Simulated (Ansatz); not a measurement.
System: NiAs-type LiCl, space group P6_3/mmc (No. 194), 4 atoms in the cell, relaxed with r2SCAN; a = 3.575 Å, c = 6.024 Å (hexagonal axes). Starting point: PBE, Ansatz PAW set, no spin polarisation, no spin-orbit coupling, 6×6×2 k mesh, 420 eV cutoff, fixed occupations (Ansatz). Many-body step: G0W0 with empty bands 199, screening cutoff 120 eV and frequency treatment contour deformation.

In PBE the smallest gap over these k points is 6.35 eV, with direct gaps of 6.35 eV at Γ, 7.29 eV at A and 7.42 eV at M.

Q: What does G0W0 give?

A: Over the k points that were corrected, the smallest gap goes from 6.35 eV in PBE (direct at Γ) to 8.76 eV in G0W0 (direct at Γ), a change of +2.41 eV (+38 %). Counted from the valence top, the lowest empty level moves by +2.41 eV at Γ, +2.50 eV at A and +2.51 eV at M; over the 9 points that were corrected the shifts run from +2.41 to +2.58 eV: a spread of 0.17 eV on a mean of 2.51 eV, so one scissor shift describes this level well. Only two empty levels a point were corrected, so a higher one could drop under them. The top filled level also moves against the valence top, by −0.11 eV at L. The quasiparticle weight (renormalisation factor) lies between 0.80 and 0.85 for the top filled and first empty levels.

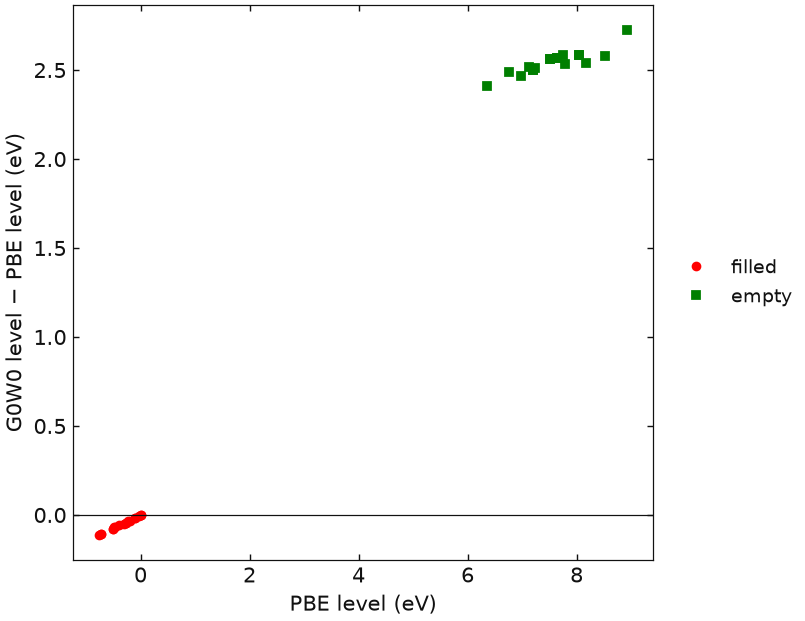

Change of each level from PBE to G0W0 against its PBE energy, both sets counted from their own valence top.

```
k point  PBE direct gap (eV)  G0W0 direct gap (eV)
      Γ                 6.35                  8.76
      A                 7.29                  9.81
      M                 7.42                  9.98
```

The k mesh is coarse (spacing up to 0.52 Å⁻¹), so the values aren't converged. The usual form of LiCl is rocksalt. Bands, cutoffs and mesh are finite, so these values aren't at the basis limit.
